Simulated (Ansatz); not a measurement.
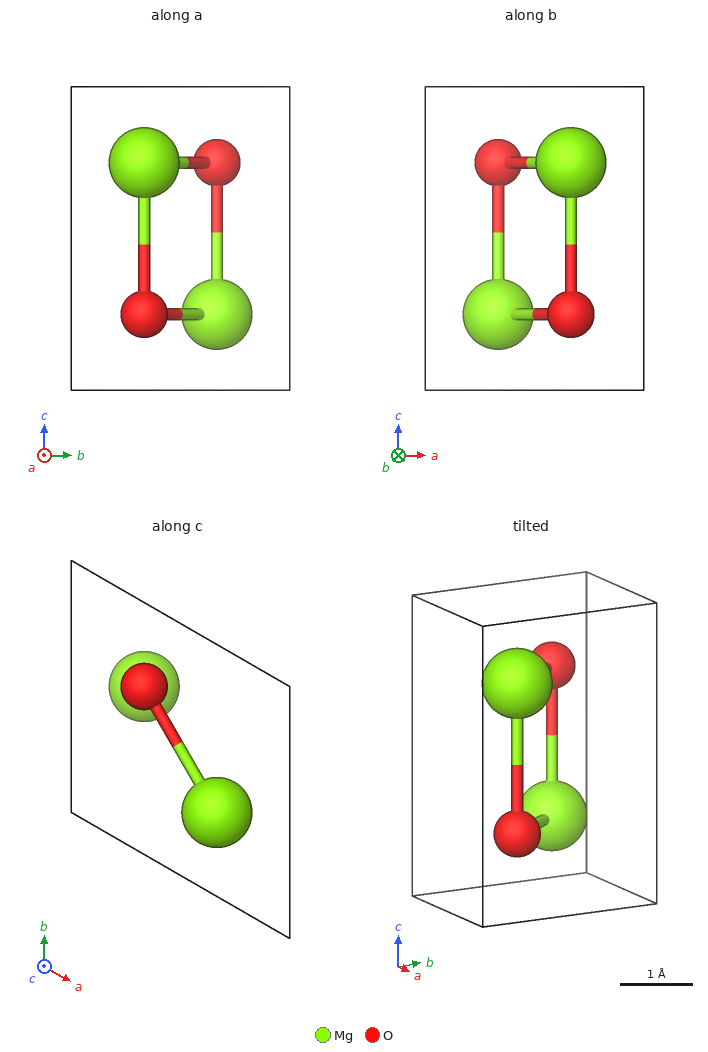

Ball-and-stick model, viewed along the a axis, along the b axis, along the c axis and slightly off an axis. One conventional unit cell is framed, with atoms on its boundary repeated.

Lattice parameters: a = 3.5206 Å, b = 3.5206 Å, c = 4.2381 Å, α = 90.000°, β = 90.000°, γ = 120.000°.

> From the views, write a CIF in P1 with every atom of the cell.

```cif
data_structure
_symmetry_space_group_name_H-M 'P 1'
_symmetry_Int_Tables_number 1
_cell_length_a 3.5206
_cell_length_b 3.5206
_cell_length_c 4.2381
_cell_angle_alpha 90.000
_cell_angle_beta 90.000
_cell_angle_gamma 120.000
_cell_volume 45.49
loop_
_atom_site_label
_atom_site_type_symbol
_atom_site_fract_x
_atom_site_fract_y
_atom_site_fract_z
_atom_site_occupancy
Mg1 Mg 0.6667 0.3333 0.7500 1
Mg2 Mg 0.3333 0.6667 0.2500 1
O1 O 0.6667 0.3333 0.2500 1
O2 O 0.3333 0.6667 0.7500 1
```

It goes back to a structure type filled with these elements by a generator (whether the compound takes this form wasn't checked). The geometry was optimised with DFT PBE, scalar-relativistic, plane waves, PAW (Ansatz).
